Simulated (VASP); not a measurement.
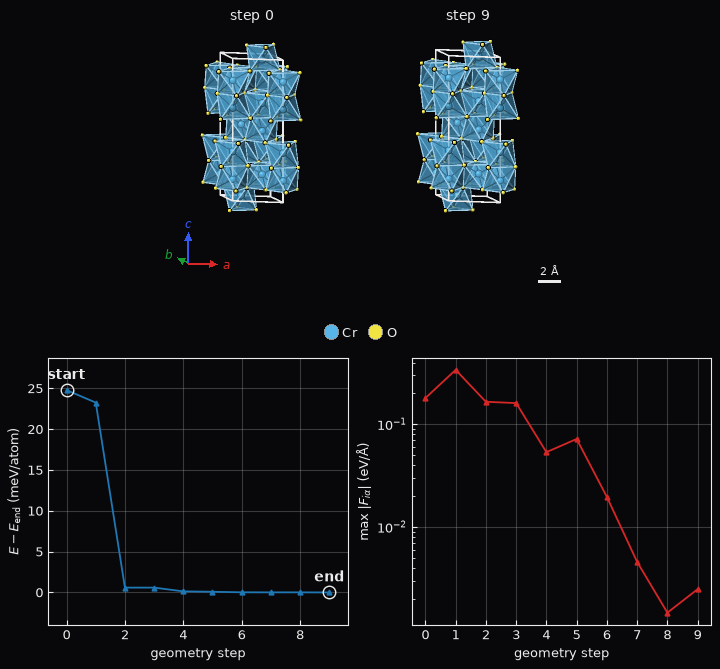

First and last geometry of a relaxation of solid Cr2O3 (set up in R-3c), with the history of the run. A polyhedral model of the conventional cell (3 times the calculation's cell), seen slightly off an axis. Lengths and directions refer to the drawn axes.

The run lets cell and atoms move.

The calculation used Kohn-Sham DFT of a periodic cell, PBE, DFT+U, VASP PAW PBE potentials, recommended (VASP 6.6.1).

The input:
```
PREC     = Accurate       # precision mode
ENCUT    = 600            # plane-wave cutoff, eV
EDIFF    = 1E-6           # SCF threshold, eV
ISMEAR   = 0              # smearing method
SIGMA    = 0.03           # smearing width, eV
LREAL    = F              # projectors in reciprocal space
LASPH    = T              # aspherical terms in the spheres
NELM     = 150            # most SCF steps
ALGO     = Normal         # electronic algorithm
ISIF     = 3              # what is computed and relaxed
LWAVE    = F              # write WAVECAR
LCHARG   = F              # write CHGCAR
ISPIN    = 2              # spin polarisation
MAGMOM   = 3 -3 -3 3 0 0 0 0 0 0 # initial moments
LORBIT   = 11             # projections on sites
LMAXMIX  = 4              # l up to which the mixer works
LDAU     = T              # DFT+U
LDAUTYPE = 2            
LDAUL    = 2 -1           # shell
LDAUU    = 3.7 0          # U, eV
LDAUJ    = 0 0          
LDAUPRINT= 1            
GGA      = PE             # functional
IBRION   = 2              # ionic algorithm
NSW      = 90             # ionic steps
EDIFFG   = -0.01          # ionic threshold
AMIX     = 0.2          
BMIX     = 1E-4         
AMIX_MAG = 0.8          
BMIX_MAG = 1E-4         
KPAR     = 4
```

Command:
```bash
cat potpaw_PBE.64/Cr_pv/POTCAR potpaw_PBE.64/O/POTCAR > POTCAR
mpirun -np 4 vasp_std > vasp.out
```

Q: Read the history and describe the run.

A: It converged. The largest moves relative to the cell, 0.010 Å, are those of O atoms. Largest moves by element: O 0.010 Å, Cr 0.008 Å. The volume changes by +6.2 %, with a = b 4.957 → 5.062 Å (+2.1 %), c 13.592 → 13.848 Å (+1.9 %). Near-neighbour distances that change, for instance: Cr–Cr 2.650 → 2.716 Å, Cr–O 1.964 → 2.006 Å, Cr–O 2.013 → 2.051 Å. The space group stays R-3c (No. 167). Over 9 geometry steps the energy falls by 24.8 meV per atom. The largest force component goes from 0.18 to 0.0025 eV/Å. Pressure: 13.88 GPa at the start and −0.03 GPa at the end.

```tsv
step	E − E(0), meV/atom	largest force component, eV/Å	pressure, GPa	volume, Å³/atom
0	0.00	0.1802	13.88	9.641
1	-1.53	0.3392	-10.82	10.855
2	-24.19	0.1658	-0.08	10.232
3	-24.19	0.1610	0.16	10.220
4	-24.65	0.0535	0.12	10.233
5	-24.70	0.0719	0.02	10.239
6	-24.77	0.0196	0.00	10.243
7	-24.77	0.0046	-0.05	10.244
8	-24.77	0.0015	-0.02	10.245
9	-24.79	0.0025	-0.03	10.244
```
